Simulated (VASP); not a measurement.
## Geometry relaxation of GaCo (part 3 of 3)

Continued. System: GaCo (2 atoms in the cell). Method: Kohn-Sham DFT of a periodic cell, PBE, VASP PAW PBE potentials, recommended, spin-polarised (VASP 6.6.1); cutoff 600 eV, 6×6×6 k-mesh, Gaussian smearing of 0.1 eV, collinear spins. The structure derives from a Materials Project entry.

Geometry of the input (Å; fractional positions):
```
2.8472  0.0000  0.0000
0.0000  2.8472  0.0000
0.0000  0.0000  2.8472
Ga 0.5000  0.5000  0.5000
Co 0.0000  0.0000  0.0000
```

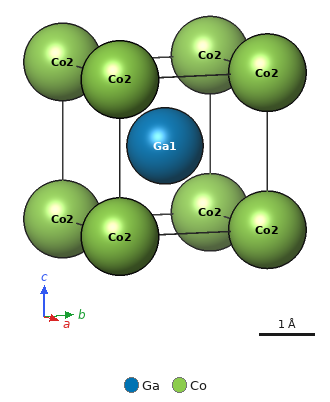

Fig. 1: The geometry at step 1 of the log (spheres-only view of the cell of the calculation, seen slightly off an axis; atoms are numbered from 1 in the order of the input).

**Trajectory as extended XYZ (Å, eV, eV/Å), 3 frames, from step=0 to step=2**
```
2
Lattice="2.8472 0.0000 0.0000 0.0000 2.8472 0.0000 0.0000 0.0000 2.8472" Properties=species:S:1:pos:R:3:forces:R:3 step=0 energy=-10.47133
Ga    1.4236    1.4236    1.4236    0.0000   0.0000   0.0000
Co    0.0000    0.0000    0.0000    0.0000   0.0000   0.0000
2
Lattice="2.9161 0.0000 -0.0000 0.0000 2.9161 -0.0000 -0.0000 0.0000 2.9161" Properties=species:S:1:pos:R:3:forces:R:3 step=1 energy=-10.47269
Ga    1.4581    1.4581    1.4581    0.0000   0.0000   0.0000
Co    0.0000    0.0000    0.0000    0.0000   0.0000   0.0000
2
Lattice="2.8817 0.0000 -0.0000 0.0000 2.8817 -0.0000 -0.0000 0.0000 2.8817" Properties=species:S:1:pos:R:3:forces:R:3 step=2 energy=-10.48903
Ga    1.4408    1.4408    1.4408    0.0000   0.0000   0.0000
Co    0.0000    0.0000    0.0000    0.0000   0.0000   0.0000
```
